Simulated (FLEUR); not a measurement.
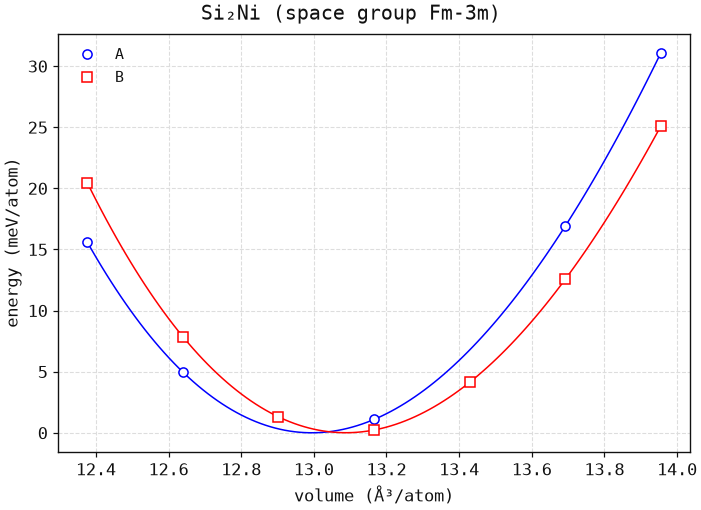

The picture above shows the energy against volume, with one curve for each functional, for Si₂Ni (space group Fm-3m). The labels are replaced by letters. In alphabetical order the cases are: AM05; PBEsol.

Calculation (FLEUR MaX-R8.1 (later development tree)): all-electron LAPW DFT, collinear spins; energies at scaled volumes of the given cell, shape and fractions fixed, counted from the fit's minimum, third-order Birch-Murnaghan fit. All runs: collinear spin.

- k mesh: 9×9×9
- occupations: Fermi–Dirac
- smearing width: 0.05 eV
- potentials: all electron

> Which letter stands for which functional?

A: AM05; B: PBEsol.
